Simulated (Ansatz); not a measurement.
```
Ni O
1.0
     4.39175    0.00000    0.00000
     0.00000    4.39175    0.00000
     0.00000    0.00000    4.39175
Ni O
4 4
Direct
  0.00000 0.00000 0.00000
  0.50000 0.50000 0.00000
  0.50000 0.00000 0.50000
  0.00000 0.50000 0.50000
  0.50000 0.00000 0.00000
  0.00000 0.50000 0.00000
  0.00000 0.00000 0.50000
  0.50000 0.50000 0.50000
```

Space group Fm-3m; changed on purpose from its base cell (strain +0.050 along x and y, +0.050 along z, atoms carried along); computed pressure about −16 GPa in this cell; spin-polarised.

Computed with DFT PBE, scalar-relativistic, plane waves, PAW (Ansatz).

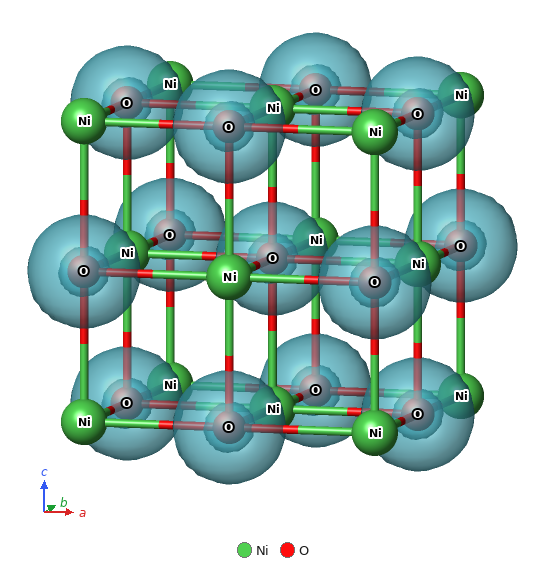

NiO. Isosurface of the electron localisation function at 0.7 (cyan), seen slightly off an axis. Core shells and regions of very low density are left out. Sticks mark near contacts.

Core electrons are frozen (PAW), and the valence fields are smoothed inside the atomic spheres.

Q: Describe the localisation domains.

A: The ELF exceeds this value in four regions wrapped around O (the valence shell of each), counted in one cell of 8 atoms. Regions shared between cells count once. Along the contacts the grid gives the following. Ni–O (2.20 Å): the ELF peaks at about 0.80 in the valence shell of O, 0.6 Å from its nucleus, and is about 0.15 at the midpoint: no localised pair shows between them.

Q: How are the moments arranged in this solution?

A: Parallel moments, as they must be, since the calculation's own cell holds one magnetic site; site moments Ni: +1.6 μB (×4) in one cell of 8 atoms, with smaller moments on O (up to +0.33 μB).

Q: Does the calculation give a band gap?

A: It is metallic or semimetallic at this level of theory: no gap opens; semilocal functionals without U, or without the true magnetic order, often close the gap of such compounds.
